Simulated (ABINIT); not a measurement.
# Geometry relaxation of Se (part 1 of 3)

- system: Se (P3₁21, 3 atoms in the cell)
- method: Kohn-Sham DFT of a periodic cell, PBE, PseudoDojo NC SR PBE v0.4.1 standard (ABINIT 10.8.3)

The structure derives from an entry of the Crystallography Open Database. The run did not end well.

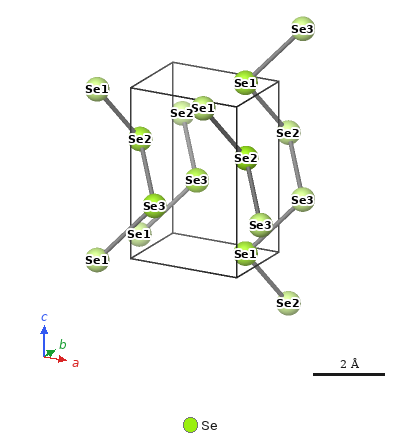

Figure 1. The structure as given in the input (ball-and-stick view of the cell of the calculation, seen slightly off an axis; neighbours outside the cell are drawn fainter; atoms are numbered from 1 in the order of the input). An atom can appear more than once, as a periodic image. Near neighbours in the periodic cell (some may lie outside the picture): Se has 2 Se at 2.37 Å.

**Input file**
```
# Pseudopotentials
pp_dirpath "./"
pseudos "Se.upf"

# Structure
acell 8.2509222053 8.2509222053 9.3609473309
rprim
     1.0000000000     0.0000000000     0.0000000000
    -0.5000000000     0.8660254038     0.0000000000
     0.0000000000     0.0000000000     1.0000000000
ntypat 1
znucl 34
natom 3
typat 1 1 1
chkprim 0
chksymtnons 0
tolsym 1.0e-6
xred
   0.7746000000   0.7746000000            0.0
            0.0   0.2254000000            2/3
   0.2254000000            0.0            1/3

# Plane-wave basis
ecut 43.0
ecutsm 0.5

# k points
kptopt 1
ngkpt 5 5 4
nshiftk 1
shiftk 0.0 0.0 0.0

# Exchange and correlation
ixc 11

# Bands and occupations
nband 29
occopt 3
tsmear 0.00183747

# SCF cycle
nstep 80
tolvrs 1.0e-12

# Output
iomode 3
prteig 0
prtebands 0
prtwf 0
prtden 0

# Relaxation
ionmov 2
optcell 2
ntime 50
tolmxf 2.0e-5
dilatmx 1.08
```

Hardware: 1 thread of Arm Neoverse V1, 112 GiB of memory available, shared host.

Command:
```bash
abinit run.abi > log 2>&1
```

**The program's output**
```
.Version 10.8.3 of ABINIT
 Symmetries : space group P3_1 2 1 (#152); Bravais hP (primitive hexag.)
================================================================================
 Values of the parameters that define the memory need of the present run
     intxc =       0    ionmov =       2      iscf =       7    lmnmax =       6
     lnmax =       6     mgfft =      60  mpssoang =       3    mqgrid =    3001
     natom =       3  nloc_mem =       1    nspden =       1   nspinor =       1
    nsppol =       1      nsym =       6    n1xccc =    2501    ntypat =       1
    occopt =       3   xclevel =       2
       mpw =        9383          nfft =      174960          nkpt =          17
================================================================================
================================================================================

--------------------------------------------------------------------------------
------------- Echo of variables that govern the present computation ------------
--------------------------------------------------------------------------------
 -outvars: echo values of preprocessed input variables --------
            acell      8.2509222053E+00  8.2509222053E+00  9.3609473309E+00 Bohr
              amu      7.89600000E+01
          chkprim           0
      chksymtnons           0
          dilatmx      1.08000000E+00
             ecut      4.30000000E+01 Hartree
           ecutsm      5.00000000E-01 Hartree
           ionmov           2
              ixc          11
         kptrlatt        5    0    0      0    5    0      0    0    4
          kptrlen      3.74437893E+01
            natom           3
            nband          29
            ngfft          54      54      60
             nkpt          17
            nstep          80
             nsym           6
            ntime          50
           ntypat           1
           occopt           3
          optcell           2
           prtden           0
        prtebands           0
           prteig           0
            prtwf           0
            rprim      1.0000000000E+00  0.0000000000E+00  0.0000000000E+00
                      -5.0000000000E-01  8.6602540380E-01  0.0000000000E+00
                       0.0000000000E+00  0.0000000000E+00  1.0000000000E+00
          spgroup         152
           tolmxf      2.00000000E-05
           tolsym      1.00000000E-06
           tolvrs      1.00000000E-12
           tsmear      1.83747000E-03 Hartree
            typat      1  1  1
           xangst      1.6910292588E+00  2.9289485935E+00  0.0000000000E+00
                      -4.9207073966E-01  8.5229152203E-01  3.3023999977E+00
                       9.8414147933E-01  0.0000000000E+00  1.6511999989E+00
            xcart      3.1955821701E+00  5.5349106785E+00  0.0000000000E+00
                      -9.2987893254E-01  1.6105975561E+00  6.2406315539E+00
                       1.8597578651E+00  0.0000000000E+00  3.1203157770E+00
             xred      7.7460000000E-01  7.7460000000E-01  0.0000000000E+00
                       1.2357478804E-18  2.2540000000E-01  6.6666666667E-01
                       2.2540000000E-01  0.0000000000E+00  3.3333333333E-01
            znucl       34.00000

================================================================================

 chkinp: Checking input parameters for consistency.

================================================================================
== DATASET  1 ==================================================================

--- !DatasetInfo
iteration_state: {dtset: 1, }
dimensions: {natom: 3, nkpt: 17, mband: 29, nsppol: 1, nspinor: 1, nspden: 1, mpw: 9383, }
cutoff_energies: {ecut:  43.0, pawecutdg:  -1.0, }
electrons: {nelect:   4.80000000E+01, charge:   0.00000000E+00, occopt:   3.00000000E+00, tsmear:   1.83747000E-03, }
meta: {optdriver: 0, ionmov: 2, optcell: 2, iscf: 7, paral_kgb: 0, }
...

 Exchange-correlation functional for the present dataset will be:
  GGA: Perdew-Burke-Ernzerhof functional - ixc=11
  J.P.Perdew, K.Burke, M.Ernzerhof, PRL 77, 3865 (1996)

 Real(R)+Recip(G) space primitive vectors, cartesian coordinates (Bohr,Bohr^-1):
 R(1)=  8.2509222  0.0000000  0.0000000  G(1)=  0.1211986  0.0699740  0.0000000
 R(2)= -4.1254611  7.1455082  0.0000000  G(2)=  0.0000000  0.1399481  0.0000000
 R(3)=  0.0000000  0.0000000  9.3609473  G(3)=  0.0000000  0.0000000  0.1068268
 Unit cell volume ucvol=  5.5189368E+02 bohr^3
 Angles (23,13,12)=  9.00000000E+01  9.00000000E+01  1.20000000E+02 degrees

 getcut: wavevector=  0.0000  0.0000  0.0000  ngfft=  54  54  60
         ecut(hartree)=     50.155   => boxcut(ratio)=   2.01052

--- Pseudopotential description ------------------------------------------------
- pspini: atom type   1  psp file is ./Se.upf
  34.00000  16.00000  171031                  znucl, zion, pspdat
12 -101130 2 -1 1214                          pspcod,pspxc,lmax,lloc,mmax
     nproj     2     2     2

   4.25279791E+03                                ecore*ucvol(ha*bohr**3)
--------------------------------------------------------------------------------

================================================================================

=== [ionmov= 2] Broyden-Fletcher-Goldfarb-Shanno method (forces)
================================================================================

--- Iteration: ( 1/50) Internal Cycle: (1/1)
--------------------------------------------------------------------------------

---SELF-CONSISTENT-FIELD CONVERGENCE--------------------------------------------

--- !BeginCycle
iteration_state: {dtset: 1, itime: 1, icycle: 1, }
solver: {iscf: 7, nstep: 80, nline: 4, wfoptalg: 0, }
tolerances: {tolvrs: 1.00E-12, }
...

     iter   Etot(hartree)      deltaE(h)  residm     vres2
 ETOT  1  -361.08081530926    -3.611E+02 2.229E+00 6.704E+01
 ETOT  2  -363.69630587141    -2.615E+00 7.393E-02 7.786E+01
 ETOT  3  -363.70405381757    -7.748E-03 5.419E-03 1.681E+01
 ETOT  4  -363.70591006461    -1.856E-03 1.023E-03 6.826E-01
 ETOT  5  -363.70598203012    -7.197E-05 3.018E-04 1.075E-02
 ETOT  6  -363.70598234471    -3.146E-07 3.027E-04 2.320E-03
 ETOT  7  -363.70598264903    -3.043E-07 8.124E-05 7.360E-05
 ETOT  8  -363.70598265785    -8.823E-09 1.862E-04 2.751E-06
 ETOT  9  -363.70598265811    -2.605E-10 4.789E-05 5.293E-08
 ETOT 10  -363.70598265812    -4.377E-12 1.100E-04 5.039E-10
 ETOT 11  -363.70598265812    -6.764E-12 2.782E-05 2.480E-11
 ETOT 12  -363.70598265813    -4.093E-12 6.332E-05 6.142E-13

 At SCF step   12       vres2   =  6.14E-13 < tolvrs=  1.00E-12 =>converged.

 Cartesian components of stress tensor (hartree/bohr^3)
  sigma(1 1)= -7.43310818E-05  sigma(3 2)=  0.00000000E+00
  sigma(2 2)= -7.43310823E-05  sigma(3 1)=  0.00000000E+00
  sigma(3 3)= -1.39838489E-04  sigma(2 1)=  0.00000000E+00

--- !ResultsGS
iteration_state: {dtset: 1, itime: 1, icycle: 1, }
comment   : Summary of ground state results
lattice_vectors:
- [  8.2509222,   0.0000000,   0.0000000, ]
- [ -4.1254611,   7.1455082,   0.0000000, ]
- [  0.0000000,   0.0000000,   9.3609473, ]
lattice_lengths: [   8.25092,    8.25092,    9.36095, ]
lattice_angles: [ 90.000,  90.000, 120.000, ] # degrees, (23, 13, 12)
lattice_volume:   5.5189368E+02
convergence: {deltae: -4.093E-12, res2:  6.142E-13, residm:  6.332E-05, diffor: null, }
etotal    :  -3.63705983E+02
entropy   :   0.00000000E+00
fermie    :   1.33131350E-01
cartesian_stress_tensor: # hartree/bohr^3
- [ -7.43310818E-05,   0.00000000E+00,   0.00000000E+00, ]
- [  0.00000000E+00,  -7.43310823E-05,   0.00000000E+00, ]
- [  0.00000000E+00,   0.00000000E+00,  -1.39838489E-04, ]
pressure_GPa:   2.8293E+00
xred      :
- [  7.7460E-01,   7.7460E-01,   0.0000E+00, Se]
- [  1.2357E-18,   2.2540E-01,   6.6667E-01, Se]
- [  2.2540E-01,   0.0000E+00,   3.3333E-01, Se]
cartesian_forces: # hartree/bohr
- [ -4.14864963E-03,  -7.18567194E-03,  -6.13646205E-28, ]
- [ -4.14864963E-03,   7.18567194E-03,   1.22729241E-27, ]
- [  8.29729926E-03,   8.54634620E-19,  -6.13646205E-28, ]
force_length_stats: {min:   8.29729926E-03, max:   8.29729926E-03, mean:   8.29729926E-03, }
...

 Integrated electronic density in atomic spheres:
 ------------------------------------------------
 Atom  Sphere_radius  Integrated_density
    1        2.00000         13.16806137
    2        2.00000         13.16806137
    3        2.00000         13.16806137

---OUTPUT-----------------------------------------------------------------------

 Cartesian coordinates (xcart) [bohr]
  3.19558217011269E+00  5.53491067849584E+00  0.00000000000000E+00
 -9.29878932537310E-01  1.61059755607147E+00  6.24063155393333E+00
  1.85975786507462E+00  0.00000000000000E+00  3.12031577696667E+00
 Reduced coordinates (xred)
  7.74600000000000E-01  7.74600000000000E-01  0.00000000000000E+00
  1.23574788038081E-18  2.25400000000000E-01  6.66666666666667E-01
  2.25400000000000E-01  0.00000000000000E+00  3.33333333333333E-01
 Cartesian forces (fcart) [Ha/bohr]; max,rms= 8.29730E-03 4.79045E-03 (free atoms)
 -4.14864962896069E-03 -7.18567194003257E-03 -6.13646205489733E-28
 -4.14864962896069E-03  7.18567194003257E-03  1.22729241097947E-27
  8.29729925792139E-03  8.54634620270053E-19 -6.13646205489733E-28
 Gradient of E wrt nuclear positions in reduced coordinates (gred)
  3.42301853456014E-02  3.42301853456014E-02  5.74430980939603E-27
  3.42301853456014E-02 -6.84603706912028E-02 -1.14886196187921E-26
 -6.84603706912028E-02  3.42301853456014E-02  5.74430980939603E-27
 Scale of Primitive Cell (acell) [bohr]
  8.25092220530000E+00  8.25092220530000E+00  9.36094733090000E+00
 Real space primitive translations (rprimd) [bohr]
  8.25092220530000E+00  0.00000000000000E+00  0.00000000000000E+00
 -4.12546110265000E+00  7.14550823456732E+00  0.00000000000000E+00
  0.00000000000000E+00  0.00000000000000E+00  9.36094733090000E+00
 Unitary Cell Volume (ucvol) [Bohr^3]=  5.51893676587295E+02
 Angles (23,13,12)= [degrees]
  9.00000000000000E+01  9.00000000000000E+01  1.19999999999554E+02
 Lengths [Bohr]
  8.25092220530000E+00  8.25092220541119E+00  9.36094733090000E+00
 Stress tensor in cartesian coordinates (strten) [Ha/bohr^3]
 -7.43310817837364E-05  0.00000000000000E+00  0.00000000000000E+00
  0.00000000000000E+00 -7.43310822828441E-05  0.00000000000000E+00
  0.00000000000000E+00  0.00000000000000E+00 -1.39838488844385E-04
 Total energy (etotal) [Ha]= -3.63705982658126E+02

--- Iteration: ( 2/50) Internal Cycle: (1/1)
--------------------------------------------------------------------------------

---SELF-CONSISTENT-FIELD CONVERGENCE--------------------------------------------

--- !BeginCycle
iteration_state: {dtset: 1, itime: 2, icycle: 1, }
solver: {iscf: 7, nstep: 80, nline: 4, wfoptalg: 0, }
tolerances: {tolvrs: 1.00E-12, }
...

     iter   Etot(hartree)      deltaE(h)  residm     vres2
 ETOT  1  -363.70125793564    -3.637E+02 1.037E-04 7.913E+01
 ETOT  2  -363.70639382361    -5.136E-03 3.117E-05 1.705E+00
 ETOT  3  -363.70653341904    -1.396E-04 6.417E-06 6.142E-01
 ETOT  4  -363.70658087403    -4.745E-05 2.403E-05 4.425E-02
 ETOT  5  -363.70658472962    -3.856E-06 2.431E-06 1.191E-03
 ETOT  6  -363.70658479812    -6.850E-08 4.938E-06 3.969E-05
 ETOT  7  -363.70658480032    -2.203E-09 6.274E-07 2.573E-06
 ETOT  8  -363.70658480052    -2.016E-10 1.634E-06 2.074E-07
 ETOT  9  -363.70658480054    -2.370E-11 1.988E-07 3.626E-08
 ETOT 10  -363.70658480055    -9.095E-12 6.620E-07 5.059E-09
 ETOT 11  -363.70658480054     9.607E-12 8.694E-08 5.877E-10
 ETOT 12  -363.70658480054     1.762E-12 2.979E-07 5.475E-11
 ETOT 13  -363.70658480055    -6.480E-12 4.216E-08 8.709E-13

 At SCF step   13       vres2   =  8.71E-13 < tolvrs=  1.00E-12 =>converged.

 Cartesian components of stress tensor (hartree/bohr^3)
  sigma(1 1)= -5.12450248E-05  sigma(3 2)=  0.00000000E+00
  sigma(2 2)= -5.12450253E-05  sigma(3 1)=  0.00000000E+00
  sigma(3 3)= -1.02062337E-04  sigma(2 1)=  0.00000000E+00

--- !ResultsGS
iteration_state: {dtset: 1, itime: 2, icycle: 1, }
comment   : Summary of ground state results
lattice_vectors:
- [  8.2693212,   0.0000000,   0.0000000, ]
- [ -4.1346606,   7.1614422,   0.0000000, ]
- [  0.0000000,   0.0000000,   9.4002180, ]
lattice_lengths: [   8.26932,    8.26932,    9.40022, ]
lattice_angles: [ 90.000,  90.000, 120.000, ] # degrees, (23, 13, 12)
lattice_volume:   5.5668341E+02
convergence: {deltae: -6.480E-12, res2:  8.709E-13, residm:  4.216E-08, diffor: null, }
etotal    :  -3.63706585E+02
entropy   :   0.00000000E+00
fermie    :   1.29336537E-01
cartesian_stress_tensor: # hartree/bohr^3
- [ -5.12450248E-05,   0.00000000E+00,   0.00000000E+00, ]
- [  0.00000000E+00,  -5.12450253E-05,   0.00000000E+00, ]
- [  0.00000000E+00,   0.00000000E+00,  -1.02062337E-04, ]
pressure_GPa:   2.0060E+00
xred      :
- [  7.7359E-01,   7.7359E-01,  -1.8504E-17, Se]
- [ -7.3603E-17,   2.2641E-01,   6.6667E-01, Se]
- [  2.2641E-01,  -7.4015E-17,   3.3333E-01, Se]
cartesian_forces: # hartree/bohr
- [ -2.57462444E-03,  -4.45938034E-03,   5.71362249E-26, ]
- [ -2.57462444E-03,   4.45938034E-03,   5.71362249E-26, ]
- [  5.14924887E-03,  -9.77293358E-20,  -1.14272450E-25, ]
force_length_stats: {min:   5.14924887E-03, max:   5.14924887E-03, mean:   5.14924887E-03, }
...

 Integrated electronic density in atomic spheres:
 ------------------------------------------------
 Atom  Sphere_radius  Integrated_density
    1        2.00000         13.16723083
    2        2.00000         13.16723083
    3        2.00000         13.16723083

---OUTPUT-----------------------------------------------------------------------
```
